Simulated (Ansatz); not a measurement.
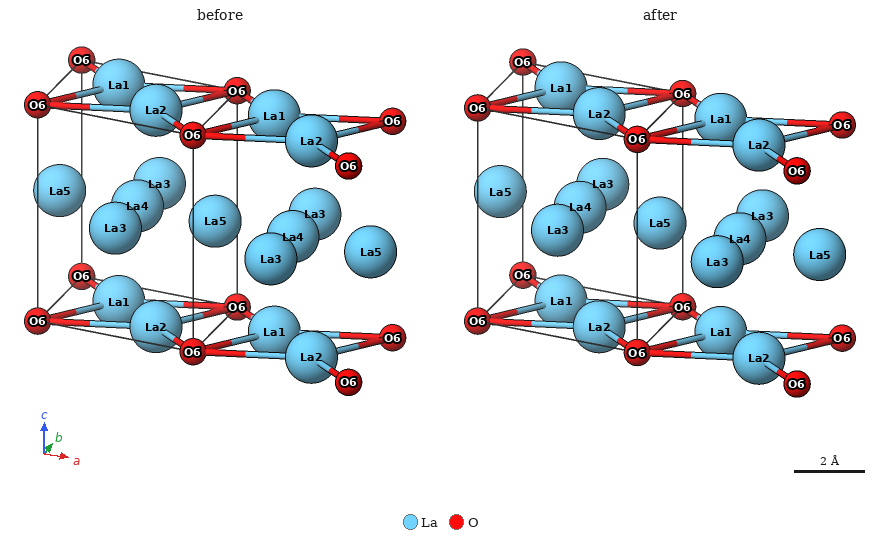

The structure of solid La5O (a generated structure, set up in P6/mmm) before (left) and after (right) a relaxation, at one scale.

The picture is a ball-and-stick view of the cell of the calculation, repeated 2 × 1 × 1 with one cell outlined, seen slightly off an axis.

Level of theory: DFT PBE, scalar-relativistic, plane waves, PAW in Ansatz 0.2.0.

Input file:
```yaml
crystal:
  lattice:
    - [5.9928354234, 0.0, 0.0]
    - [-2.9964177117, 5.1899477174, 0.0]
    - [0.0, 0.0, 6.3381715704]
  atoms:
    - { symbol: La, position: [0.3333333333, 0.6666666667, 0.0] }
    - { symbol: La, position: [0.6666666667, 0.3333333333, 0.0] }
    - { symbol: La, position: [0.5, 0.0, 0.5] }
    - { symbol: La, position: [0.5, 0.5, 0.5] }
    - { symbol: La, position: [0.0, 0.5, 0.5] }
    - { symbol: O, position: [0.0, 0.0, 0.0] }
basis:
  ecutwfc: 420
kpoints:
  mp_grid: { grid: [6, 6, 6] }
hamiltonian:
  xc: pbe
scf:
  occupations: { method: gaussian, width: 0.1 }
output:
  forces: true
  stress: true
  eigenvalues: true
  write_density: true
  write_potential: true
  elf: true
  volumetric_format: npy
relax:
  adjacent_minimum: "off"
  f_tol: 0.01
  max_steps: 80
  cell: { stress_tol: 0.05 }
```

Launched with:
```bash
ansatz run input.yaml --threads 1 --pin off --max-ram 2560MiB --backend cpu --events-out ev --progress --plain --runs-dir out
```

What changed between the two?

After 4 accepted moves (5 points after the start) the energy has fallen by 7.8 meV per atom. All forces vanish by symmetry, so only the cell relaxes. The pressure goes from 1.02 to 0.03 GPa. At 1 point the geometry stayed and the basis and grid were re-selected for the new cell (energy shift of 0.7 meV per atom at most each time). No atom moves by more than 0.005 Å relative to the cell. Cell: a = b 5.993 → 6.157 Å (+2.7 %), c 6.338 → 6.245 Å (−1.5 %). Volume +4.0 %. Some distances before and after: La1–O6 3.460 → 3.555 Å, La1–La2 3.460 → 3.555 Å, La3–La4 2.996 → 3.078 Å, La1–La3 3.611 → 3.593 Å. The space group stays P6/mmm (No. 191). The run took 4.1 min on 1 thread of Intel(R) Xeon(R) Processor @ 2.50GHz (Skylake/Cascade Lake), on a shared host, peak memory 0.57 GiB.

Limits of the set-up: layers or molecules are held without a dispersion correction, so their spacing is unreliable.
